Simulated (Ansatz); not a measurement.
# Run report: Al$_{9}$O, geometry relaxation (part 1 of 2)

System: Al$_{9}$O (slab, 10 atoms in the cell).
Method: DFT PBE, scalar-relativistic, plane waves, PAW, PAW set soft_1, no spin polarisation (Ansatz 0.2.0).

The structure derives from a Materials Project entry. The input holds or restrains some coordinates. Forces given for the steps count only the free coordinates.

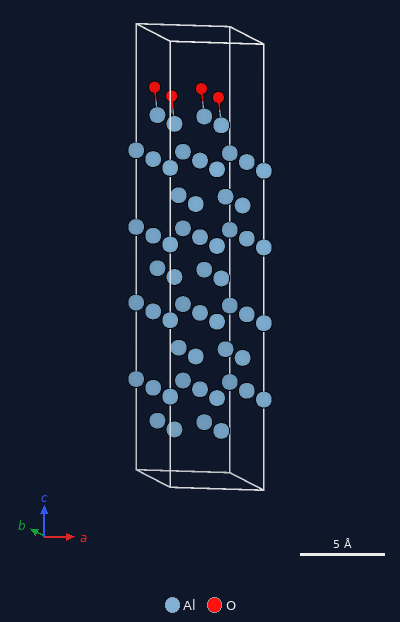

*The structure as given in the input (ball-and-stick view of the 2 × 2 repeat of the cell, with the vacuum cut short, seen slightly off an axis). An atom can appear more than once, as a periodic image.*

Input file:
```yaml
crystal:
  lattice:
    - [2.8535431555, 0.0, 0.0]
    - [-1.4267715777, 2.4712408634, 0.0]
    - [0.0, 0.0, 34.2605579378]
  atoms:
    - { symbol: Al, position: [0.3333333333, 0.6666666667, 0.116752331] }
    - { symbol: Al, position: [0.0, 0.0, 0.1852090283] }
    - { symbol: Al, position: [0.6666666667, 0.3333333333, 0.2536657256] }
    - { symbol: Al, position: [0.0, 0.0, 0.3221224229] }
    - { symbol: Al, position: [0.3333333333, 0.6666666667, 0.3899858424] }
    - { symbol: Al, position: [0.0, 0.0, 0.457816857] }
    - { symbol: Al, position: [0.6666666667, 0.3333333333, 0.5268325032] }
    - { symbol: Al, position: [0.0, 0.0, 0.5950901729] }
    - { symbol: Al, position: [0.3333333333, 0.6666666667, 0.6643370484] }
    - { symbol: O, position: [0.3333333333, 0.8333333333, 0.7117216462] }
basis:
  ecutwfc: 420
kpoints:
  mp_grid: { grid: [9, 9, 1] }
hamiltonian:
  xc: pbe
  pseudopotentials: { kind: paw, azcp: { folder: soft_1 } }
scf:
  occupations: { method: gaussian, width: 0.1 }
output:
  forces: true
  eigenvalues: true
relax:
  adjacent_minimum: "off"
  f_tol: 0.025
  max_steps: 16
  constraints: [{ sites: [0, 1, 2, 3, 4, 5, 6, 7, 8] }, { sites: [9], fix: xy }]
efield:
  axis: 3
  dipole_correction: true
  ramp_width: 0.04
```

Machine: 1 thread of Intel Xeon (Sapphire Rapids), 16 GiB of memory available, shared host.

Command:
```bash
ansatz run input.yaml --threads 1 --pin off --max-ram 3072MiB --backend cpu --events-out ev --progress --plain --runs-dir out
```

What the program printed:
```
Engine: ansatz 0.2.0, x86_64-unknown-linux-gnu
Pseudopotentials: kind: paw
Pseudopotential: Al, paw, valence charge 3, recommended cutoff 420 eV (normal), [file]
Pseudopotential: O, paw, valence charge 6, recommended cutoff 420 eV (normal), [file]
Functional definition: PBE
  parameter kappa = 0.804
  parameter beta = 0.06672455060314922
  exchange = pbe_x(kappa = kappa, mu = beta*pi^2/3)
  correlation = pbe_c(beta = beta)
Crystal: 10 atoms, lattice volume = 241.598 Å³
Basis set: ecut = 420 eV, 4735 PW (Γ), exchange–correlation on 40×40×480 points (8 copies of the dense FFT grid, shifted against one another)
Bands: 27, of which v1, the nominal top of the filled ones, is band 17 counted from 1 (16 counted from 0)
Symmetry: 1 space group operations
Space group: P1 (ITA 1), of the structure as read, at distance tolerance 6.2e-5 Å
k-points: 41 of 81 (time reversal used)
Non-local potential: Al, projectors of the file, l = 0: 2, l = 1: 2, l = 2: 1
Non-local potential: O, projectors of the file, l = 0: 2, l = 1: 2, l = 2: 1
PAW form: soft (Blöchl's): semilocal exchange-correlation on the pseudo side does not see the compensation charge
PAW one-centre angular grid: Al, 110 points (default); XC on 64 Gauss nodes
PAW one-centre angular grid: O, 110 points (default); XC on 64 Gauss nodes
Initial density: superposition of atomic densities (neutral atoms: chi_scale 0, normalization atom)
Initial wavefunctions: pseudopotential atomic-orbital guess
Functional: x = pbe(κ = 0.804, μ = 0.2195149727645171), c = pbe(β = 0.06672455060314922)
SCF iter   1: F=—  HF=-5406.184892 eV  |F-HF|=—  |Δ(HF+E_count)|=         —  Δρ=6.54e-2  dr2=6.55e1  ethr=3.10e-3  p=-0.000 e·Å  D=-1.22e-7 V/Å  ΔV_dip=0.00 eV  dr2_dipole=8.87e1  V_vac-E_F(+/−)=7.06/7.06 eV  ⟨swp⟩=9.7  Hψ=7479  notcnv=0  defer=7
efield: sawtooth ramp at fractional position 0.8942 (placed from the atoms, in the widest stretch of the axis that holds none; the zero of the levels goes with the place), width 0.0400; the density the first Hamiltonian is built on has a dipole p = -0.000 e·Å; the dipole correction subtracts the counter field D = -1.22e-7 V/Å, which shifts the + side's vacuum level by +0.00 eV against the − side's; the planar-averaged density in the ramp window peaks in size at 1.5e-6 e/Å³
preconditioner: auto → LDOS  [metal: Δε(μ)=0.026 eV  Ē_g=7.485 eV  σ=0.100 eV  W_gap=0.14  n_scr=20 (ndim 8)  ℏωp=13.3 eV  f_vac=0.290  D(μ)=3.71/eV (n_scr^D=18)  β→1.0]
SCF iter   2: F=—  HF=-5436.763399 eV  |F-HF|=—  |Δ(HF+E_count)|=    3.06e1  Δρ=2.08e-1  dr2=1.39e3  ethr=3.10e-3  p=-0.579 e·Å  D=-4.34e-1 V/Å  ΔV_dip=14.86 eV  dr2_dipole=1.40e3  V_vac-E_F(+/−)=16.64/1.78 eV  ⟨swp⟩=6.2  Hψ=4489  notcnv=0  defer=172  recentre
SCF iter   3: F=—  HF=-5404.929846 eV  |F-HF|=—  |Δ(HF+E_count)|=    3.18e1  Δρ=4.82e-2  dr2=5.74e1  ethr=3.10e-3  p=-0.005 e·Å  D=-3.54e-3 V/Å  ΔV_dip=0.12 eV  dr2_dipole=7.55e1  V_vac-E_F(+/−)=6.56/6.44 eV  ⟨swp⟩=3.7  Hψ=3317  notcnv=0  defer=176
SCF iter   4: F=—  HF=-5402.585870 eV  |F-HF|=—  |Δ(HF+E_count)|=    2.34e0  Δρ=2.50e-2  dr2=2.58e1  ethr=3.10e-3  p=-0.124 e·Å  D=-9.29e-2 V/Å  ΔV_dip=3.18 eV  dr2_dipole=3.20e1  V_vac-E_F(+/−)=8.48/5.29 eV  ⟨swp⟩=2.6  Hψ=2354  notcnv=0  defer=142
SCF iter   5: F=—  HF=-5404.880806 eV  |F-HF|=—  |Δ(HF+E_count)|=    2.29e0  Δρ=9.89e-2  dr2=2.94e2  ethr=3.10e-3  p=-0.298 e·Å  D=-2.23e-1 V/Å  ΔV_dip=7.65 eV  dr2_dipole=2.76e2  V_vac-E_F(+/−)=11.11/3.47 eV  ⟨swp⟩=2.5  Hψ=1740  notcnv=0  defer=187  recentre
SCF iter   6: F=—  HF=-5403.194319 eV  |F-HF|=—  |Δ(HF+E_count)|=    1.69e0  Δρ=3.75e-2  dr2=3.55e1  ethr=3.10e-3  p=-0.101 e·Å  D=-7.58e-2 V/Å  ΔV_dip=2.60 eV  dr2_dipole=3.96e1  V_vac-E_F(+/−)=7.77/5.18 eV  ⟨swp⟩=2.3  Hψ=2330  notcnv=0  defer=143
SCF iter   7: F=—  HF=-5402.133057 eV  |F-HF|=—  |Δ(HF+E_count)|=    1.06e0  Δρ=2.37e-2  dr2=1.94e1  ethr=3.10e-3  p=-0.240 e·Å  D=-1.80e-1 V/Å  ΔV_dip=6.16 eV  dr2_dipole=2.23e1  V_vac-E_F(+/−)=9.99/3.84 eV  ⟨swp⟩=2.3  Hψ=1739  notcnv=0  defer=169
SCF iter   8: F=—  HF=-5402.076847 eV  |F-HF|=—  |Δ(HF+E_count)|=   5.62e-2  Δρ=1.59e-2  dr2=8.57e0  ethr=3.10e-3  p=-0.234 e·Å  D=-1.75e-1 V/Å  ΔV_dip=6.00 eV  dr2_dipole=9.97e0  V_vac-E_F(+/−)=9.93/3.93 eV  ⟨swp⟩=1.2  Hψ=1406  notcnv=0  defer=149
SCF iter   9: F=—  HF=-5402.043861 eV  |F-HF|=—  |Δ(HF+E_count)|=   3.30e-2  Δρ=1.30e-2  dr2=3.30e0  ethr=3.10e-3  p=-0.215 e·Å  D=-1.61e-1 V/Å  ΔV_dip=5.52 eV  dr2_dipole=3.41e0  V_vac-E_F(+/−)=9.64/4.13 eV  ⟨swp⟩=1.1  Hψ=987  notcnv=0  defer=149
SCF iter  10: F=—  HF=-5402.034743 eV  |F-HF|=—  |Δ(HF+E_count)|=   9.12e-3  Δρ=9.81e-3  dr2=2.12e0  ethr=3.10e-3  p=-0.213 e·Å  D=-1.59e-1 V/Å  ΔV_dip=5.46 eV  dr2_dipole=2.15e0  V_vac-E_F(+/−)=9.58/4.12 eV  ⟨swp⟩=1.4  Hψ=1510  notcnv=0  defer=146
SCF iter  11: F=—  HF=-5402.020918 eV  |F-HF|=—  |Δ(HF+E_count)|=   1.38e-2  Δρ=1.66e-3  dr2=1.00e-1  ethr=3.10e-3  p=-0.219 e·Å  D=-1.64e-1 V/Å  ΔV_dip=5.61 eV  dr2_dipole=1.30e-1  V_vac-E_F(+/−)=9.66/4.05 eV  ⟨swp⟩=1.3  Hψ=1031  notcnv=0  defer=146
SCF iter  12: F=—  HF=-5402.018545 eV  |F-HF|=—  |Δ(HF+E_count)|=   2.37e-3  Δρ=2.68e-3  dr2=1.98e-1  ethr=3.04e-4  p=-0.219 e·Å  D=-1.64e-1 V/Å  ΔV_dip=5.62 eV  dr2_dipole=2.31e-1  V_vac-E_F(+/−)=9.66/4.03 eV  ⟨swp⟩=1.4  Hψ=1442  notcnv=0  defer=153
SCF iter  13: F=—  HF=-5402.017428 eV  |F-HF|=—  |Δ(HF+E_count)|=   1.12e-3  Δρ=1.27e-3  dr2=4.16e-2  ethr=3.04e-4  p=-0.218 e·Å  D=-1.63e-1 V/Å  ΔV_dip=5.59 eV  dr2_dipole=4.69e-2  V_vac-E_F(+/−)=9.63/4.04 eV  ⟨swp⟩=1.0  Hψ=931  notcnv=0  defer=153
SCF iter  14: F=—  HF=-5402.017162 eV  |F-HF|=—  |Δ(HF+E_count)|=   2.66e-4  Δρ=3.39e-4  dr2=3.06e-3  ethr=1.26e-4  p=-0.217 e·Å  D=-1.63e-1 V/Å  ΔV_dip=5.58 eV  dr2_dipole=3.47e-3  V_vac-E_F(+/−)=9.61/4.04 eV  ⟨swp⟩=1.0  Hψ=941  notcnv=0  defer=153
SCF iter  15: F=—  HF=-5402.017196 eV  |F-HF|=—  |Δ(HF+E_count)|=   3.44e-5  Δρ=3.63e-5  dr2=1.28e-5  ethr=4.73e-8  p=-0.217 e·Å  D=-1.63e-1 V/Å  ΔV_dip=5.57 eV  dr2_dipole=3.64e-6  V_vac-E_F(+/−)=9.61/4.04 eV  ⟨swp⟩=19.0  Hψ=8893  notcnv=0
SCF iter  16: F=-5402.017190 eV  HF=-5402.017195 eV  |F-HF|=5.48e-6  |Δ(HF+E_count)|=   8.36e-7  Δρ=7.92e-6  dr2=2.59e-6  ethr=3.88e-8  p=-0.217 e·Å  D=-1.63e-1 V/Å  ΔV_dip=5.57 eV  dr2_dipole=3.32e-6  V_vac-E_F(+/−)=9.61/4.04 eV  ⟨swp⟩=6.2  Hψ=4575  notcnv=0
SCF 1 converged in 16 iterations: F = -5402.017190 eV  dr2 = 2.59e-6
  greatest PAW one-centre occupation: 0.886 electrons in one spin orbital (limit 2), on the O atom at site 9 (counted from 0), in its partial waves of l = 0
relax step   1: F+E_penalty+E_count = -5402.01719000 eV  Δ(F+E_penalty+E_count) = +0.000e0 eV  max|allowed force component| = 6.686e-1 eV/Å  Δτ_max = 0.0000 Å  (16 SCF iters, dr2 threshold 1.56e-5 eV, accepted)
Initial density: handed on by an earlier stage of this run
Initial wavefunctions: those handed on with the density
iter 1 solved again at ethr=1.40e-3 eV; its pass at ethr=3.10e-3 eV (dr2=4.62e-1 eV) is discarded
SCF iter   1: F=—  HF=-5402.026302 eV  |F-HF|=—  |Δ(HF+E_count)|=         —  Δρ=4.32e-3  dr2=4.61e-1  ethr=1.40e-3  p=-0.217 e·Å  D=-1.63e-1 V/Å  ΔV_dip=5.57 eV  dr2_dipole=4.82e-1  V_vac-E_F(+/−)=9.62/4.05 eV  ⟨swp⟩=1.0  Hψ=3198  notcnv=0  defer=1
efield: sawtooth ramp at fractional position 0.8942 (handed on by an earlier solve), width 0.0400; the density the first Hamiltonian is built on has a dipole p = -0.217 e·Å; the dipole correction subtracts the counter field D = -1.63e-1 V/Å, which shifts the + side's vacuum level by +5.57 eV against the − side's; the planar-averaged density in the ramp window peaks in size at 4.0e-6 e/Å³
preconditioner: auto → LDOS  [metal: Δε(μ)=0.008 eV  Ē_g=6.789 eV  σ=0.100 eV  W_gap=0.05  n_scr=20 (ndim 8)  ℏωp=13.3 eV  f_vac=0.299  D(μ)=6.83/eV (n_scr^D=24)  β→1.0]
SCF iter   2: F=—  HF=-5402.022360 eV  |F-HF|=—  |Δ(HF+E_count)|=   3.94e-3  Δρ=6.02e-4  dr2=1.78e-3  ethr=1.40e-3  p=-0.218 e·Å  D=-1.63e-1 V/Å  ΔV_dip=5.60 eV  dr2_dipole=3.55e-5  V_vac-E_F(+/−)=9.63/4.03 eV  ⟨swp⟩=1.2  Hψ=943  notcnv=0  defer=1
SCF iter   3: F=—  HF=-5402.023382 eV  |F-HF|=—  |Δ(HF+E_count)|=   1.02e-3  Δρ=2.85e-4  dr2=1.13e-3  ethr=5.40e-6  p=-0.218 e·Å  D=-1.63e-1 V/Å  ΔV_dip=5.59 eV  dr2_dipole=1.08e-3  V_vac-E_F(+/−)=9.63/4.03 eV  ⟨swp⟩=2.0  Hψ=1611  notcnv=0  defer=8
SCF iter   4: F=—  HF=-5402.023371 eV  |F-HF|=—  |Δ(HF+E_count)|=   1.06e-5  Δρ=6.71e-5  dr2=6.01e-5  ethr=3.43e-6  p=-0.218 e·Å  D=-1.63e-1 V/Å  ΔV_dip=5.59 eV  dr2_dipole=6.40e-5  V_vac-E_F(+/−)=9.62/4.04 eV  ⟨swp⟩=1.2  Hψ=991  notcnv=0  defer=8
SCF iter   5: F=-5402.023373 eV  HF=-5402.023374 eV  |F-HF|=8.32e-7  |Δ(HF+E_count)|=   2.24e-6  Δρ=1.91e-5  dr2=7.75e-7  ethr=8.47e-8  p=-0.218 e·Å  D=-1.63e-1 V/Å  ΔV_dip=5.58 eV  dr2_dipole=5.83e-7  V_vac-E_F(+/−)=9.62/4.04 eV  ⟨swp⟩=12.2  Hψ=6514  notcnv=0
SCF 2 converged in 5 iterations: F = -5402.023373 eV  dr2 = 7.75e-7
relax step   2: F+E_penalty+E_count = -5402.02337268 eV  Δ(F+E_penalty+E_count) = -6.183e-3 eV  max|allowed force component| = 4.163e-1 eV/Å  Δτ_max = 0.0114 Å  (5 SCF iters, dr2 threshold 2.79e-5 eV, accepted)
SCF iter   1: F=—  HF=-5402.035476 eV  |F-HF|=—  |Δ(HF+E_count)|=         —  Δρ=7.54e-3  dr2=1.38e0  ethr=3.10e-3  p=-0.218 e·Å  D=-1.63e-1 V/Å  ΔV_dip=5.58 eV  dr2_dipole=1.44e0  V_vac-E_F(+/−)=9.65/4.06 eV  ⟨swp⟩=1.0  Hψ=1763  notcnv=0  defer=1
efield: sawtooth ramp at fractional position 0.8942 (handed on by an earlier solve), width 0.0400; the density the first Hamiltonian is built on has a dipole p = -0.218 e·Å; the dipole correction subtracts the counter field D = -1.63e-1 V/Å, which shifts the + side's vacuum level by +5.58 eV against the − side's; the planar-averaged density in the ramp window peaks in size at 4.0e-6 e/Å³
preconditioner: auto → LDOS  [metal: Δε(μ)=0.012 eV  Ē_g=6.800 eV  σ=0.100 eV  W_gap=0.07  n_scr=20 (ndim 8)  ℏωp=13.3 eV  f_vac=0.300  D(μ)=6.79/eV (n_scr^D=24)  β→1.0]
SCF iter   2: F=—  HF=-5402.024699 eV  |F-HF|=—  |Δ(HF+E_count)|=   1.08e-2  Δρ=1.40e-3  dr2=1.16e-2  ethr=3.10e-3  p=-0.219 e·Å  D=-1.64e-1 V/Å  ΔV_dip=5.61 eV  dr2_dipole=3.60e-3  V_vac-E_F(+/−)=9.64/4.03 eV  ⟨swp⟩=1.2  Hψ=1448  notcnv=0  defer=21
SCF iter   3: F=—  HF=-5402.027006 eV  |F-HF|=—  |Δ(HF+E_count)|=   2.31e-3  Δρ=4.80e-4  dr2=2.06e-3  ethr=3.50e-5  p=-0.220 e·Å  D=-1.64e-1 V/Å  ΔV_dip=5.63 eV  dr2_dipole=1.78e-3  V_vac-E_F(+/−)=9.67/4.03 eV  ⟨swp⟩=2.0  Hψ=1361  notcnv=0  defer=88
SCF iter   4: F=—  HF=-5402.027010 eV  |F-HF|=—  |Δ(HF+E_count)|=   3.13e-6  Δρ=1.62e-4  dr2=3.48e-4  ethr=6.24e-6  p=-0.219 e·Å  D=-1.64e-1 V/Å  ΔV_dip=5.62 eV  dr2_dipole=3.51e-4  V_vac-E_F(+/−)=9.65/4.04 eV  ⟨swp⟩=1.5  Hψ=1274  notcnv=0  defer=74
SCF iter   5: F=—  HF=-5402.027013 eV  |F-HF|=—  |Δ(HF+E_count)|=   3.33e-6  Δρ=4.77e-5  dr2=1.22e-5  ethr=1.05e-6  p=-0.219 e·Å  D=-1.64e-1 V/Å  ΔV_dip=5.61 eV  dr2_dipole=1.16e-5  V_vac-E_F(+/−)=9.65/4.04 eV  ⟨swp⟩=1.0  Hψ=933  notcnv=0  defer=74
SCF iter   6: F=-5402.027014 eV  HF=-5402.027015 eV  |F-HF|=1.63e-6  |Δ(HF+E_count)|=   2.39e-6  Δρ=1.54e-5  dr2=9.56e-7  ethr=3.28e-8  p=-0.218 e·Å  D=-1.64e-1 V/Å  ΔV_dip=5.61 eV  dr2_dipole=1.07e-6  V_vac-E_F(+/−)=9.64/4.04 eV  ⟨swp⟩=13.7  Hψ=6844  notcnv=0
SCF 3 converged in 6 iterations: F = -5402.027014 eV  dr2 = 9.56e-7
relax step   3: F+E_penalty+E_count = -5402.02701371 eV  Δ(F+E_penalty+E_count) = -3.641e-3 eV  max|allowed force component| = 2.795e-2 eV/Å  Δτ_max = 0.0184 Å  (6 SCF iters, dr2 threshold 1.08e-5 eV, accepted)
```
